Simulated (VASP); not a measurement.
**Two runs on W$_{7}$S$_{16}$**

System: W$_{7}$S$_{16}$ (defect cell, 23 atoms in the cell).
Method of the first run: Kohn-Sham DFT of a periodic cell, PBEsol, VASP PAW PBE potentials, recommended, spin-polarised (VASP 6.6.1).

The structure derives from an entry of the Crystallography Open Database. 

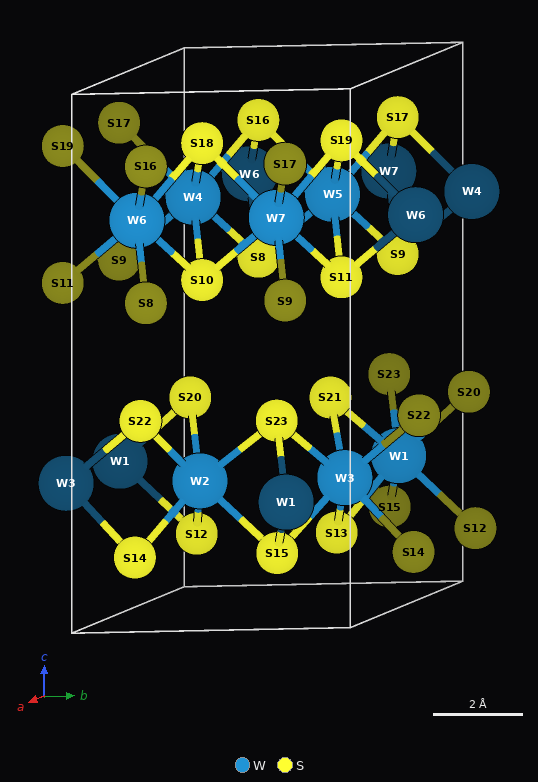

Fig. 1: The structure (ball-and-stick view of the cell of the calculation, seen slightly off an axis; neighbours outside the cell are drawn fainter; atoms are numbered from 1 in the order of the input). An atom can appear more than once, as a periodic image. Near neighbours in the periodic cell (some may lie outside the picture): W has 6 S at 2.31 to 2.43 Å; S has 3 W at 2.40 to 2.43 Å; S has 2 W at 2.31 to 2.42 Å.

## INCAR, the first run
```
SYSTEM = W7S16
PREC = Accurate ; ENCUT = 350
EDIFF = 1E-5 ; ISMEAR = 0
SIGMA = 0.03 ; LREAL = Auto
LASPH = .True. ; NELM = 120
ALGO = Normal ; ISIF = 2
LWAVE = .False. ; LCHARG = .False.
ISPIN = 2 ; MAGMOM = 0 0 0 0 0 0 0 0 0 0 0 0 0 0 0 0 0 0 0 0 0 0 0
LORBIT = 11 ; LMAXMIX = 4
GGA = PS ; NBANDS = 118
ISYM = 0 ; KPAR = 4
```

## KPOINTS, the first run
```
regular mesh
0
Gamma
  3 3 2
  0 0 0
```

## POSCAR, the first run
```
W7S16                                   
1.0
    6.3064000000      0.0000000000      0.0000000000
   -3.1532000000      5.4615026064      0.0000000000
    0.0000000000      0.0000000000     12.3230000000
  W               S             
     7    16
Direct
     0.1796974311859787    0.8420519375112803    0.2500209639084955
     0.6593939961083497    0.3226257063239089    0.2499828277778311
     0.6601313909846764    0.8428223156770193    0.2506186806186347
     0.3337331309808814    0.1668629916033854    0.7501651643800663
     0.3337632228537777    0.6669061869077609    0.7502568758440971
     0.8337222120749231    0.1668953810213510    0.7501906022455738
     0.8336446868684562    0.6669555171922736    0.7502093854555792
     0.1670836242569353    0.3337043117106889    0.6233100487458765
     0.1671204261605861    0.8334717360501265    0.6231906371070197
     0.6669132662053785    0.3334213944892625    0.6231776042178987
     0.6670347528227762    0.8335342128034824    0.6231628194796754
     0.3427312689996628    0.1834665491906327    0.1259408129538534
     0.3269324003072785    0.6791176602835640    0.1216680790836846
     0.8311288339703867    0.1585750730089204    0.1242219427079247
     0.8328651803344688    0.6700968788647769    0.1273060062083536
     0.1669578025492550    0.3334811670001968    0.8771752319487405
     0.1671637563265436    0.8337894501470369    0.8772527032167361
     0.6671708648472152    0.3336570894288952    0.8773504006342173
     0.6670529950130761    0.8336854081174870    0.8772645832405028
     0.3241891113880939    0.1526900023148178    0.3777957733220538
     0.3414975676120688    0.6627176916908170    0.3737665065775034
     0.8282971370501426    0.1772617913524162    0.3773147367930974
     0.8328869410990796    0.6682995473099045    0.3732506135325770
```

Launched with:
```bash
cat potpaw_PBE.64/W_sv/POTCAR potpaw_PBE.64/S/POTCAR > POTCAR
mpirun -np 4 vasp_std > vasp.out
```

Hardware: 4 threads of Intel Xeon (Granite Rapids), 64 GiB of memory available, shared host.

## OSZICAR and lines of OUTCAR (the first run)
```
N       E                     dE             d eps       ncg     rms          rms(c)
DAV:   1     0.175833521284E+04    0.17583E+04   -0.83875E+04  5352   0.122E+03
DAV:   2    -0.492999882981E+02   -0.18076E+04   -0.17464E+04  5502   0.379E+02
DAV:   3    -0.187974969780E+03   -0.13867E+03   -0.13520E+03  5720   0.104E+02
DAV:   4    -0.192749947657E+03   -0.47750E+01   -0.47310E+01  5648   0.191E+01
DAV:   5    -0.192915029538E+03   -0.16508E+00   -0.16465E+00  6064   0.346E+00    0.744E+01
DAV:   6    -0.184702430029E+03    0.82126E+01   -0.52758E+01  5574   0.231E+01    0.337E+01
DAV:   7    -0.184817917490E+03   -0.11549E+00   -0.43569E+01  5390   0.158E+01    0.174E+01
DAV:   8    -0.181930626859E+03    0.28873E+01   -0.95893E+00  5472   0.813E+00    0.579E+00
DAV:   9    -0.181938381579E+03   -0.77547E-02   -0.86226E-01  5690   0.241E+00    0.202E+00
DAV:  10    -0.181927095527E+03    0.11286E-01   -0.61549E-02  5558   0.717E-01    0.115E+00
DAV:  11    -0.181924140983E+03    0.29545E-02   -0.20211E-02  5890   0.444E-01    0.377E-01
DAV:  12    -0.181923939236E+03    0.20175E-03   -0.34611E-03  5922   0.224E-01    0.173E-01
DAV:  13    -0.181923903783E+03    0.35453E-04   -0.71466E-04  6010   0.114E-01    0.709E-02
DAV:  14    -0.181923911594E+03   -0.78110E-05   -0.14704E-04  5800   0.515E-02    0.357E-02
DAV:  15    -0.181923917214E+03   -0.56197E-05   -0.49893E-05  4946   0.285E-02
   1 F= -.18192392E+03 E0= -.18192328E+03  d E =-.127435E-02  mag=     0.0000
[... from OUTCAR:]
  free energy    TOTEN  =      -181.92391721 eV
  energy without entropy =     -181.92264286  energy(sigma->0) =     -181.92328004
 E-fermi :   6.5424     XC(G=0): -10.8497     alpha+bet :-12.4796
  free  energy   TOTEN  =      -181.9239172140 eV
  energy  without entropy=     -181.9226428634  energy(sigma->0) =     -181.92328004
```

For the second run the input was changed thus:
```diff
-ISPIN = 2 ; MAGMOM = 0 0 0 0 0 0 0 0 0 0 0 0 0 0 0 0 0 0 0 0 0 0 0
-LORBIT = 11 ; LMAXMIX = 4
-GGA = PS ; NBANDS = 118
+ISPIN = 2 ; MAGMOM = 0 0 0 0 0 0 0 0 0 0 0 0.6 -0.6 0.6 0 0 0 0 0 0.6 -0.6 0.6 0
+LORBIT = 11 ; NUPDOWN = 0
+LMAXMIX = 4 ; NBANDS = 118
```

How does the second run compare with the first run?

The total moment is fixed by the input in the second run, so the state need not be the lowest. The total energies belong to different methods, so their difference says nothing on which is more stable or more accurate. The largest force goes from 0.025 to 0.196 eV/Å. The number of SCF iterations is the same.

## OSZICAR and lines of OUTCAR (the second run)
```
N       E                     dE             d eps       ncg     rms          rms(c)
DAV:   1     0.174163063838E+04    0.17416E+04   -0.83632E+04  5352   0.122E+03
DAV:   2    -0.595885020996E+02   -0.18012E+04   -0.17407E+04  5518   0.378E+02
DAV:   3    -0.195683341770E+03   -0.13609E+03   -0.13277E+03  5696   0.103E+02
DAV:   4    -0.200339361765E+03   -0.46560E+01   -0.46120E+01  5640   0.189E+01
DAV:   5    -0.200501588032E+03   -0.16223E+00   -0.16179E+00  6040   0.343E+00    0.735E+01
DAV:   6    -0.192321070775E+03    0.81805E+01   -0.57800E+01  5598   0.235E+01    0.333E+01
DAV:   7    -0.192343862586E+03   -0.22792E-01   -0.45049E+01  5408   0.164E+01    0.179E+01
DAV:   8    -0.189338478829E+03    0.30054E+01   -0.10276E+01  5470   0.828E+00    0.569E+00
DAV:   9    -0.189334978182E+03    0.35006E-02   -0.89917E-01  5618   0.248E+00    0.194E+00
DAV:  10    -0.189327143820E+03    0.78344E-02   -0.57978E-02  5646   0.700E-01    0.115E+00
DAV:  11    -0.189323976392E+03    0.31674E-02   -0.15661E-02  5778   0.385E-01    0.524E-01
DAV:  12    -0.189323757909E+03    0.21848E-03   -0.21665E-03  5960   0.180E-01    0.195E-01
DAV:  13    -0.189323715147E+03    0.42762E-04   -0.74083E-04  5824   0.117E-01    0.884E-02
DAV:  14    -0.189323690266E+03    0.24881E-04   -0.19611E-04  5662   0.604E-02    0.386E-02
DAV:  15    -0.189323689379E+03    0.88620E-06   -0.40850E-05  4792   0.266E-02
   1 F= -.18932369E+03 E0= -.18932287E+03  d E =-.162948E-02  mag=     0.0022
[... from OUTCAR:]
  free energy    TOTEN  =      -189.32368938 eV
  energy without entropy =     -189.32205990  energy(sigma->0) =     -189.32287464
 E-fermi :   6.4732     XC(G=0): -10.9747     alpha+bet :-12.5461
  free  energy   TOTEN  =      -189.3236893794 eV
  energy  without entropy=     -189.3220598968  energy(sigma->0) =     -189.32287464
```

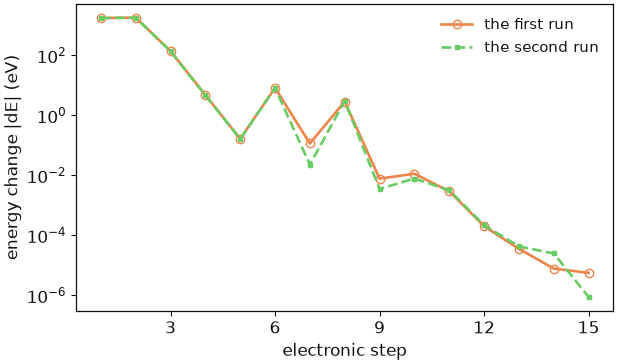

Fig. 2: Convergence of the two runs: energy change |dE| against the electronic step. The first run takes 15 steps in all, and the second run takes 15.

## The two runs side by side

| quantity | the first run | the second run |
| --- | --- | --- |
| outcome | converged | converged |
| free energy per atom (eV) | −7.9097 | −8.2315 |
| gap on the mesh (eV) | 0.05 | 0.04 |
| net moment of the cell (μB) | 0.00 | 0.00 |
| largest force (eV/Å) | 0.025 | 0.196 |
| SCF iterations | 15 | 15 |
| irreducible k-points | 10 | 10 |
| plane waves at Γ | 6374 | 6374 |

For both runs: Spin–orbit coupling is left out, which matters for W.
